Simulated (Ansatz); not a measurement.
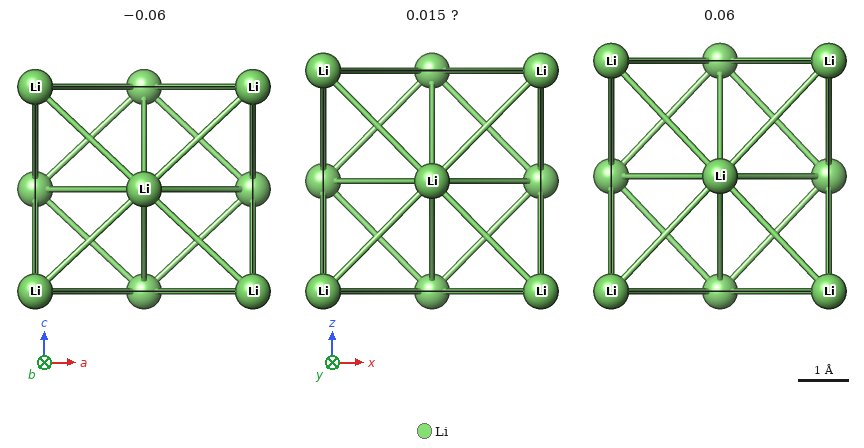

A crystal of Li (Fm-3m): the cell is strained along z alone, with the atoms kept at their fractional coordinates. x, y and z are the Cartesian axes of the input. Style: ball-and-stick. Shown: the conventional cell (4 times the calculation's cell), along the b axis. Lengths and directions refer to the drawn axes.

Theory: DFT r2SCAN, scalar-relativistic, plane waves, PAW in Ansatz. (plane-wave cutoff 500 eV; k-point mesh 18 × 18 × 18; occupations gaussian; smearing width 0.15 eV; no spin polarisation). Energies (free energies at the smearing named) are counted from the cell as listed in its source, which wasn't relaxed.

| strain | energy change (meV/atom) |
| --- | --- |
| −0.0600 | 2.13 |
| −0.0450 | 0.87 |
| −0.0300 | 0.06 |
| −0.0150 | −0.23 |
| 0.0000 | 0.00 |
| 0.0150 | ? |
| 0.0300 | 1.86 |
| 0.0450 | 3.43 |
| 0.0525 | 4.38 |
| 0.0600 | 5.45 |

**Estimate the missing energy from the other rows, and compare with the calculation.**

A straight line between the two neighbours gives 0.93 meV/atom. A cubic through the four nearest rows (−0.0150, 0.0000, 0.0300, 0.0450) gives, with Lagrange weights, (−0.1667)(−0.23) + (0.6667)(0.00) + (0.6667)(1.86) + (−0.1667)(3.43) = 0.71 meV/atom. The calculation gives 0.71 meV/atom, so the cubic is right to the digits shown and the straight line 0.22 meV/atom too high, as the curve bends upwards here.

The whole profile:

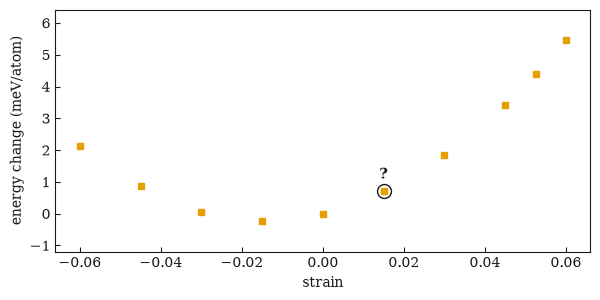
